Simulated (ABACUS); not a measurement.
Band-structure run of Cu (part 1 of 2)

- system: Cu (Fm-3m, 1 atom in the cell)
- method: Kohn-Sham DFT of a periodic cell, rSCAN, SG15 ONCV 1.2 PBE, no spin polarisation (ABACUS 3.10.1)

The structure derives from an entry of the Crystallography Open Database.

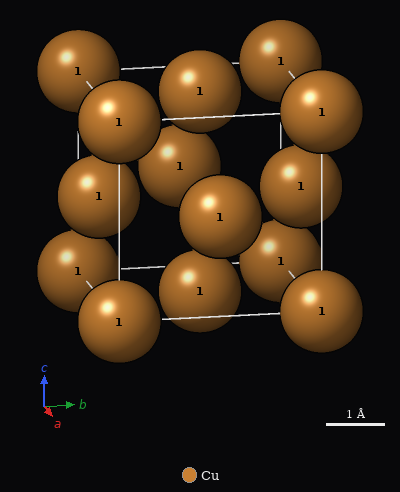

Fig. 1: The structure (spheres-only view of the cell 4 times as large as that of the calculation, set on its symmetry axes, seen slightly off an axis; atoms are numbered from 1 in the order of the input).

Input:
```python
"""ABACUS run from a structure file: ASE reads it, the script writes STRU, KPT and INPUT."""
import re
import subprocess
from ase.io import read
from ase.units import Bohr

atoms = read("Cu.xyz")
atoms = atoms[(-atoms.numbers).argsort(kind="stable")]  # ABACUS lists atoms element by element
pseudo = {'Cu': 'Cu_ONCV_PBE-1.2.upf'}
orbital = {}
magmoms = None
kmesh = [8, 8, 8]
params = {
    'suffix': 'Cu',
    'calculation': 'scf',
    'basis_type': 'pw',
    'pseudo_dir': './',
    'symmetry': 1,
    'dft_functional': 'MGGA_X_RSCAN+MGGA_C_RSCAN',
    'ecutwfc': 106,
    'pseudo_rcut': 10,
    'nspin': 1,
    'nbands': 20,
    'ks_solver': 'dav',
    'smearing_method': 'fd',
    'smearing_sigma': 0.00367493,
    'scf_thr': 1e-08,
    'scf_nmax': 100,
    'mixing_type': 'broyden',
    'mixing_beta': 0.7,
    'cal_force': 1,
    'cal_stress': 1,
    'mixing_tau': 1,
    'out_chg': 1,
    'kpar': 4,
}

symbols = atoms.get_chemical_symbols()
elements = list(dict.fromkeys(symbols))
lines = ["ATOMIC_SPECIES"] + [f"{e} {atoms.get_masses()[symbols.index(e)]:.4f} {pseudo[e]}" for e in elements]
if orbital:
    lines += ["", "NUMERICAL_ORBITAL"] + [orbital[e] for e in elements]
lines += ["", "LATTICE_CONSTANT", f"{1 / Bohr:.10f}", "", "LATTICE_VECTORS"]
lines += [" ".join(f"{x:.10f}" for x in v) for v in atoms.cell]
lines += ["", "ATOMIC_POSITIONS", "Direct"]
for e in elements:
    lines += ["", e, "0.0", str(symbols.count(e))]
    for i, p in enumerate(atoms.get_scaled_positions(wrap=False)):
        if symbols[i] == e:
            mag = "" if magmoms is None else " mag " + " ".join(str(x) for x in (magmoms[i] if isinstance(magmoms[i], list) else [magmoms[i]]))
            lines.append(" ".join(f"{x:.10f}" for x in p) + " 1 1 1" + mag)
open("STRU", "w").write("\n".join(lines) + "\n")
open("KPT", "w").write("K_POINTS\n0\nGamma\n%d %d %d 0 0 0\n" % tuple(kmesh))
open("INPUT", "w").write("INPUT_PARAMETERS\n" + "".join(f"{k:<20s}{v}\n" for k, v in params.items()))

done = subprocess.run(['mpirun', '-np', '4', 'abacus'])
if done.returncode:
    raise SystemExit(done.returncode)
log = open("OUT.Cu/running_scf.log").read()
print("final energy (eV):", re.findall(r"FINAL_ETOT_IS (\S+)", log))
```

File Cu.xyz:
```
1
Lattice="0.0000000000 1.8075000000 1.8075000000 1.8075000000 0.0000000000 1.8075000000 1.8075000000 1.8075000000 0.0000000000" Properties=species:S:1:pos:R:3 pbc="T T T"
Cu     0.0000000000      0.0000000000      0.0000000000
```

File INPUT:
```
INPUT_PARAMETERS
suffix              Cu
calculation         scf
basis_type          pw
pseudo_dir          ./
symmetry            1
dft_functional      MGGA_X_RSCAN+MGGA_C_RSCAN
ecutwfc             106
pseudo_rcut         10
nspin               1
nbands              20
ks_solver           dav
smearing_method     fd
smearing_sigma      0.00367493
scf_thr             1e-08
scf_nmax            100
mixing_type         broyden
mixing_beta         0.7
cal_force           1
cal_stress          1
mixing_tau          1
out_chg             1
kpar                4
```

File STRU:
```
ATOMIC_SPECIES
Cu 63.5460 Cu_ONCV_PBE-1.2.upf

LATTICE_CONSTANT
1.8897261258

LATTICE_VECTORS
0.0000000000 1.8075000000 1.8075000000
1.8075000000 0.0000000000 1.8075000000
1.8075000000 1.8075000000 0.0000000000

ATOMIC_POSITIONS
Direct

Cu
0.0
1
0.0000000000 0.0000000000 -0.0000000000 1 1 1
```

File KPT:
```
K_POINTS
0
Gamma
8 8 8 0 0 0
```

Launched with:
```bash
OMP_NUM_THREADS=1 python run_abacus.py > log
```

Output:
```
ABACUS v3.10.1

               Atomic-orbital Based Ab-initio Computation at UStc

 ------------------------------------------------------------------------------------

 READING GENERAL INFORMATION
                           global_out_dir = OUT.Cu/
                           global_in_card = INPUT
                               pseudo_dir = ./
                              orbital_dir =
                                    DSIZE = 4
                                    GSIZE = 1

 READING UNITCELL INFORMATION
                                    ntype = 1
                  lattice constant (Bohr) = 1.88973
              lattice constant (Angstrom) = 1

 READING ATOM TYPE 1
                               atom label = Cu
                      L=0, number of zeta = 1
                      L=1, number of zeta = 1
                      L=2, number of zeta = 1
             number of atom for this type = 1

                        TOTAL ATOM NUMBER = 1
DIRECT COORDINATES
    atom                   x                   y                   z     mag                  vx                  vy                  vz
taud_Cu1            0.0000000000        0.0000000000        0.0000000000  0.0000        0.0000000000        0.0000000000        0.0000000000

                          Volume (Bohr^3) = 79.7006
                             Volume (A^3) = 11.8104

 Lattice vectors: (Cartesian coordinate: in unit of a_0)
                   +0             +1.8075             +1.8075
              +1.8075                  +0             +1.8075
              +1.8075             +1.8075                  +0
 Reciprocal vectors: (Cartesian coordinate: in unit of 2 pi/a_0)
            -0.276625           +0.276625           +0.276625
            +0.276625           -0.276625           +0.276625
            +0.276625           +0.276625           -0.276625
 The esolver type has been set to : ksdft_pw

                PAO radial cut off (Bohr) = 10

 Read in pseudopotential file is Cu_ONCV_PBE-1.2.upf
                     pseudopotential type = NC
          exchange-correlation functional = PBE
                 nonlocal core correction = 0
                        valence electrons = 19
                                     lmax = 2
                           number of zeta = 0
                     number of projectors = 6
                           L of projector = 0
                           L of projector = 0
                           L of projector = 1
                           L of projector = 1
                           L of projector = 2
                           L of projector = 2
 XC functional updated to : MGGA_X_RSCAN+MGGA_C_RSCAN
          exchange-correlation functional = MGGA_X_RSCAN+MGGA_C_RSCAN
     initial pseudo atomic orbital number = 0

 SETUP THE ELECTRONS NUMBER
            electron number of element Cu = 19
      total electron number of element Cu = 19
            AUTOSET number of electrons:  = 19
                           occupied bands = 10
                                   NBANDS = 20
                                   NLOCAL = 9

%%%%%%%%%%%%%%%%%%%%%%%%%%%%%%%%%%%%%%%%%%%%%%%%%%%%%%%%%%%%%%%%%%%%%%%%%%%%%%%%%%%%%%%%%%%%%%%%%%%%%%%%%%
 Warning: the number of valence electrons in pseudopotential > 11 for Cu: [Ar] 3d10 4s1
 Pseudopotentials with additional electrons can yield (more) accurate outcomes, but may be less efficient.
 If you're confident that your chosen pseudopotential is appropriate, you can safely ignore this warning.
%%%%%%%%%%%%%%%%%%%%%%%%%%%%%%%%%%%%%%%%%%%%%%%%%%%%%%%%%%%%%%%%%%%%%%%%%%%%%%%%%%%%%%%%%%%%%%%%%%%%%%%%%%

 SETUP THE PLANE WAVE BASIS
 energy cutoff for charge/potential (unit:Ry) = 424
            fft grid for charge/potential = [ 32, 32, 32 ]
                        fft grid division = [ 1, 1, 1 ]
        big fft grid for charge/potential = [ 32, 32, 32 ]
                                     nbxx = 32768
                                     nrxx = 32768

 SETUP PLANE WAVES FOR CHARGE/POTENTIAL
                    number of plane waves = 11791
                         number of sticks = 673

 PARALLEL PW FOR CHARGE/POTENTIAL
     PROC   COLUMNS(POT)             PW
        1            673          11791
 --------------- sum -------------------
        1            673          11791
                            number of |g| = 169
                                  max |g| = 38.2607
                                  min |g| = 0

----------- Double Check Mixing Parameters Begin ------------
mixing_type: broyden
mixing_beta: 0.7
mixing_gg0: 1
mixing_gg0_min: 0.1
mixing_ndim: 8
----------- Double Check Mixing Parameters End ------------

 LATTICE VECTORS: (CARTESIAN COORDINATE: IN UNIT OF A0)
                   +0             +1.8075             +1.8075
              +1.8075                  +0             +1.8075
              +1.8075             +1.8075                  +0
                       right hand lattice = 1
                                   NORM_A = 2.55619
                                   NORM_B = 2.55619
                                   NORM_C = 2.55619
                           ALPHA (DEGREE) = 60
                           BETA  (DEGREE) = 60
                           GAMMA (DEGREE) = 60

 The lattice vectors have been changed (STRU_SIMPLE.cif)

(for optimal symmetric configuration:)
                             BRAVAIS TYPE = 3
                     BRAVAIS LATTICE NAME = 03. Cubic F (face-centered)
                                    ibrav = 3
                                    IBRAV = 3
                                  BRAVAIS = FACE CENTERED CUBIC
                       LATTICE CONSTANT A = 3.615
Original cell was already a primitive cell.
                        ROTATION MATRICES = 48
              PURE POINT GROUP OPERATIONS = 48
                   SPACE GROUP OPERATIONS = 48
                              POINT GROUP = O_h
               POINT GROUP IN SPACE GROUP = O_h

 SETUP K-POINTS
                                    nspin = 1
                   Input type of k points = Monkhorst-Pack(Gamma)
                                   nkstot = 512
                       right hand lattice = 1
(for reciprocal lattice: )
                             BRAVAIS TYPE = 2
                     BRAVAIS LATTICE NAME = 02. Cubic I (body-centered)
                                    ibrav = 2
                       right hand lattice = 1
(for k-lattice: )
                             BRAVAIS TYPE = 2
                     BRAVAIS LATTICE NAME = 02. Cubic I (body-centered)
                                    ibrav = 2
                       right hand lattice = 1
                        ROTATION MATRICES = 48
                               nkstot_ibz = 29
K-POINTS REDUCTION ACCORDING TO SYMMETRY
     IBZ    DIRECT_X    DIRECT_Y    DIRECT_Z  WEIGHT  ibz2bz
       1  0.00000000  0.00000000  0.00000000  0.0020       0
       2  0.12500000  0.12500000  0.12500000  0.0156       1
       3  0.25000000  0.25000000  0.25000000  0.0156       2
       4  0.37500000  0.37500000  0.37500000  0.0156       3
       5  0.50000000  0.50000000  0.50000000  0.0078       4
       6  0.12500000  0.12500000  0.00000000  0.0117       9
       7  0.25000000  0.25000000  0.12500000  0.0469      10
       8  0.37500000  0.37500000  0.25000000  0.0469      11
       9  0.50000000  0.50000000  0.37500000  0.0469      12
      10  0.50000000  0.37500000  0.37500000  0.0469      13
      11  0.37500000  0.25000000  0.25000000  0.0469      14
      12  0.12500000  0.12500000  0.25000000  0.0234      15
      13  0.25000000  0.25000000  0.00000000  0.0117      18
      14  0.37500000  0.37500000  0.12500000  0.0469      19
      15  0.50000000  0.50000000  0.25000000  0.0469      20
      16 -0.37500000  0.37500000  0.37500000  0.0469      21
      17  0.50000000  0.25000000  0.25000000  0.0234      22
      18  0.37500000  0.37500000  0.00000000  0.0117      27
      19  0.50000000  0.50000000  0.12500000  0.0469      28
      20 -0.25000000  0.37500000  0.37500000  0.0234      29
      21  0.50000000  0.50000000  0.00000000  0.0059      36
      22  0.37500000  0.25000000  0.12500000  0.0469      83
      23  0.50000000  0.37500000  0.25000000  0.0938      84
      24  0.50000000  0.37500000 -0.37500000  0.0469      85
      25  0.50000000  0.37500000  0.12500000  0.0469      92
      26  0.50000000  0.37500000 -0.25000000  0.0938      93
      27 -0.37500000  0.37500000  0.25000000  0.0469      94
      28 -0.12500000  0.50000000  0.37500000  0.0234     101
      29  0.50000000  0.25000000 -0.25000000  0.0117     166

                               nkstot now = 29
[... K-POINTS DIRECT COORDINATES: 29 rows ...]

           k-point number in this process = 8
       minimum distributed K point number = 7
[... stars of the k points ...]

[... K-POINTS CARTESIAN COORDINATES: 8 rows ...]

[... K-POINTS DIRECT COORDINATES: 8 rows ...]

 SETUP PLANE WAVES FOR WAVE FUNCTIONS
     energy cutoff for wavefunc (unit:Ry) = 106
              fft grid for wave functions = [ 32, 32, 32 ]
                    number of plane waves = 1837
                         number of sticks = 199

 PARALLEL PW FOR WAVE FUNCTIONS
     PROC   COLUMNS(POT)             PW
        1            199           1837
 --------------- sum -------------------
        1            199           1837

 SETUP NONLOCAL PSEUDOPOTENTIALS IN PLANE WAVE BASIS
 Cu non-local projectors:
 projector 1 L=0
 projector 2 L=0
 projector 3 L=1
 projector 4 L=1
 projector 5 L=2
 projector 6 L=2
      TOTAL NUMBER OF NONLOCAL PROJECTORS = 18

 Init Non-Local PseudoPotential table :
 Init Non-Local-Pseudopotential done.

                                     npwx = 1476

 -------------------------------------------
 SELF-CONSISTENT
 -------------------------------------------
                                 init_chg = atomic

 PW ALGORITHM --------------- ION=   1  ELEC=   1--------------------------------
 Notice: Threshold on eigenvalues was too large.
 hsover_error=0.19 > DRHO=0.0156364
 Origin diag ethr = 0.01
 New diag ethr = 8.22969e-05

 Density error is 0.0153980535507
                          Error Threshold = 8.22968961127e-05
----------------------------------------------------------
     Energy           Rydberg                 eV
----------------------------------------------------------
 E_KohnSham     -365.3215205319      -4970.4542812583
 E_Harris       -363.6738443715      -4948.0364970174
 E_Fermi        1.1861841635         16.1388635003
----------------------------------------------------------

 PW ALGORITHM --------------- ION=   1  ELEC=   2--------------------------------
```
